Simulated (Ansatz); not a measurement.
## Electronic structure of Eu in real space

```
CELL_PARAMETERS angstrom
4.60600 0.00000 0.00000
0.00000 4.60600 0.00000
0.00000 0.00000 4.60600
ATOMIC_POSITIONS crystal
Eu 0.00000 0.00000 0.00000
Eu 0.50000 0.50000 0.50000
```

Space group Im-3m; no Hubbard U on the f states and no spin–orbit coupling; spin-polarised.

Computed with DFT, PBE, PAW with Ansatz's default frozen-core files, scalar-relativistic in Ansatz 0.2.0.

Core electrons are frozen (PAW), and the valence fields are smoothed inside the atomic spheres.

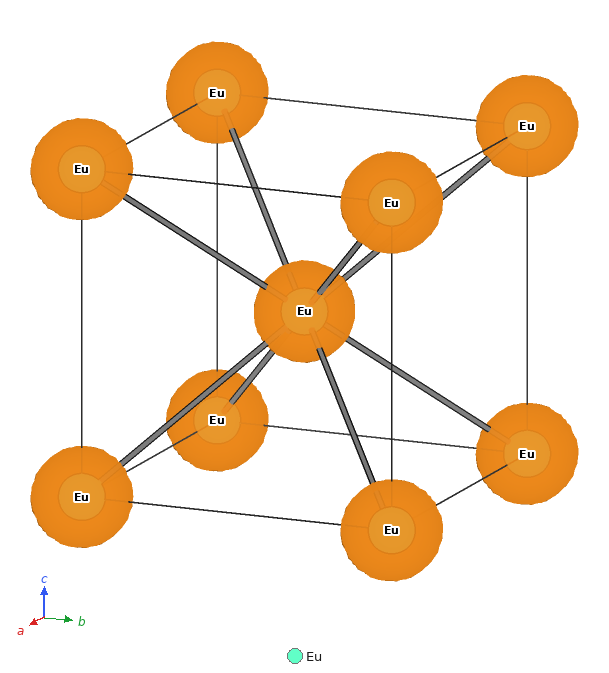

Figure 1. Isosurfaces of the spin density at +1 (orange) and −1 e/Å³ (purple), seen slightly off an axis. Sticks mark near contacts.

Describe the spin distribution.

Answer. The spin density sits on Eu: +7.1 μB (×2) in one cell of 2 atoms: parallel moments, as they must be, since the calculation's own cell holds one magnetic site. The cell of the calculation (1 atoms) carries 7.4 μB of net spin moment. Only one sign reaches the isovalue.

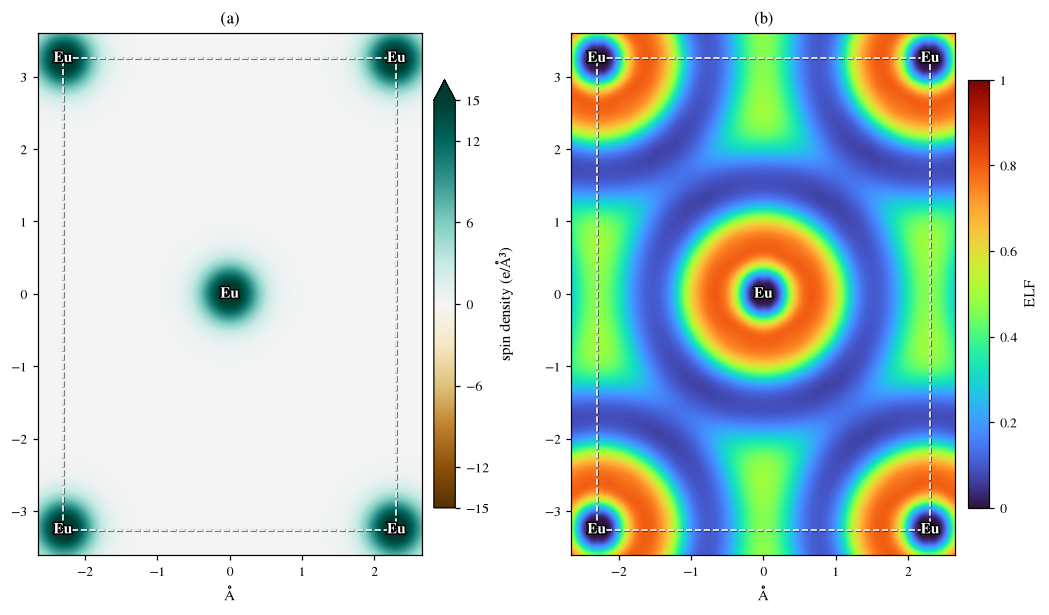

Figure 2. (a) spin density (up minus down); (b) ELF on the (110) plane of the conventional cell.

What do the fields say about this system?

Answer.
- Atoms in the plane: Eu.
- Eu–Eu (3.99 Å): the ELF is about 0.15 at the midpoint; no shared electron pair shows on this line.
- The features right at Eu lie inside the PAW spheres, where the map follows smoothed inner orbitals and isn't to be read closely.

Metal or insulator at this level of theory?

Answer. It is gapless in this calculation (a metal or semimetal).
